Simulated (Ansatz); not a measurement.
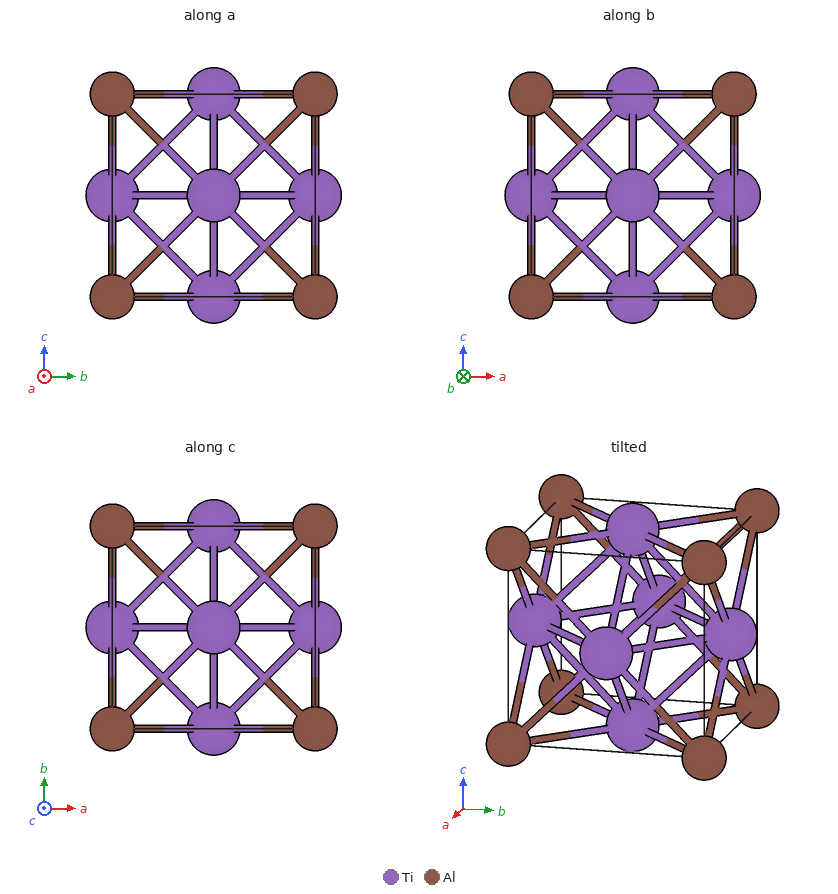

Ball-and-stick representation of a periodic structure, projected along the a axis, along the b axis, along the c axis and slightly off an axis. The frame is the conventional unit cell; atoms at its boundary are shown with their periodic copies.

Lattice parameters: a = 4.0514 Å, b = 4.0514 Å, c = 4.0514 Å, α = 90.000°, β = 90.000°, γ = 90.000°.

Express the structure as a CIF in P1 with every atom of the cell.

Answer.
```cif
data_structure
_symmetry_space_group_name_H-M 'P 1'
_symmetry_Int_Tables_number 1
_cell_length_a 4.0514
_cell_length_b 4.0514
_cell_length_c 4.0514
_cell_angle_alpha 90.000
_cell_angle_beta 90.000
_cell_angle_gamma 90.000
_cell_volume 66.50
loop_
_atom_site_label
_atom_site_type_symbol
_atom_site_fract_x
_atom_site_fract_y
_atom_site_fract_z
_atom_site_occupancy
Ti1 Ti 0.0000 0.5000 0.5000 1
Ti2 Ti 0.5000 0.0000 0.5000 1
Ti3 Ti 0.5000 0.5000 0.0000 1
Al1 Al 0.0000 0.0000 0.0000 1
```

The initial geometry was a structure type filled with these elements by a generator (whether the compound takes this form wasn't checked). What is shown is the relaxed result from Ansatz, DFT PBE, scalar-relativistic, plane waves, PAW.
